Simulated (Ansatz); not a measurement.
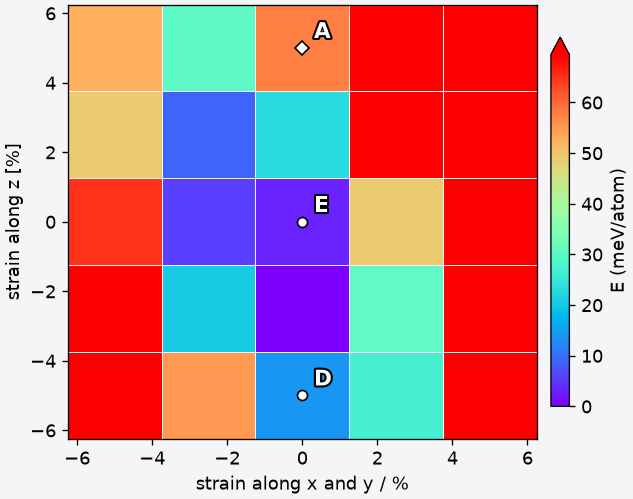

HfN (F-43m, No. 216; 2 atoms in the cell). 
- The cell is strained homogeneously, by one strain along x and y and another along z, with fractional coordinates fixed (x, y and z along the cube axes).
- The first coordinate is: strain along x and y; the second: strain along z.
- Grid: 5 × 5 points.
- Points are written as (first, second).
- Energies are in meV/atom, from the lowest grid point.
- The reference cell is the one listed in the database, not relaxed at this level.
- All numbers below come from DFT PBEsol, scalar-relativistic, plane waves, PAW (Ansatz 0.2.0). Settings: cutoff 420 eV, k-mesh 16×16×16, gaussian smearing 0.15 eV, no spin polarisation.

Drawn: one coloured cell a grid point, one colour for all values above the top of the scale, lettered points.

**Rank the lettered points by energy, lowest first.**

E (3.2 meV/atom), D (14 meV/atom), A (58 meV/atom).
